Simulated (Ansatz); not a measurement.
SnGe₂ (space group P-3m1, No. 164). Coordinates: the input geometry of an electronic-structure calculation (not necessarily at equilibrium); the starting structure was generated, so it need not be a known form of this composition.

```cif
data_structure
_symmetry_space_group_name_H-M 'P 1'
_symmetry_Int_Tables_number 1
_cell_length_a 4.2417
_cell_length_b 4.2417
_cell_length_c 10.3577
_cell_angle_alpha 90.000
_cell_angle_beta 90.000
_cell_angle_gamma 120.000
_cell_volume 161.39
loop_
_atom_site_label
_atom_site_type_symbol
_atom_site_fract_x
_atom_site_fract_y
_atom_site_fract_z
_atom_site_occupancy
Ge1 Ge 0.00000 0.00000 0.88186 1
Ge2 Ge 0.66667 0.33333 0.53552 1
Sn1 Sn 0.33333 0.66667 0.20802 1
Sn2 Sn 0.66667 0.33333 0.79198 1
Ge3 Ge 0.33333 0.66667 0.46448 1
Ge4 Ge 0.00000 0.00000 0.11814 1
```

Bonds are taken as Ge–Ge below 2.9 Å and Ge–Sn below 3 Å. Simplification: prune 0- and 1-connected atoms, fold 2-connected ones into links.

Derive the underlying net.

The result is a uninodal 4-connected, three-periodic net: Ge and Sn are 4-connected nodes. It is the dia net, known from diamond, zinc blende and cristobalite. It is a single net, without interpenetration.

| node | links | point symbol | coordination sequence |
| --- | --- | --- | --- |
| Ge and Sn | 4 | 6⁶ | 4 12 24 42 64 |

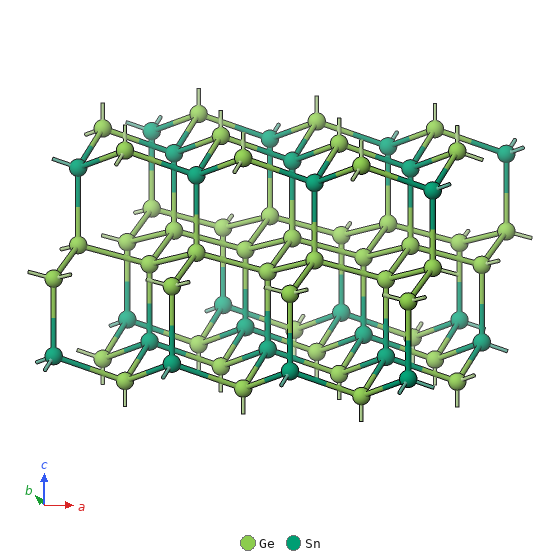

Nodes are coloured by element. Edges to nodes outside the piece are drawn as stubs.
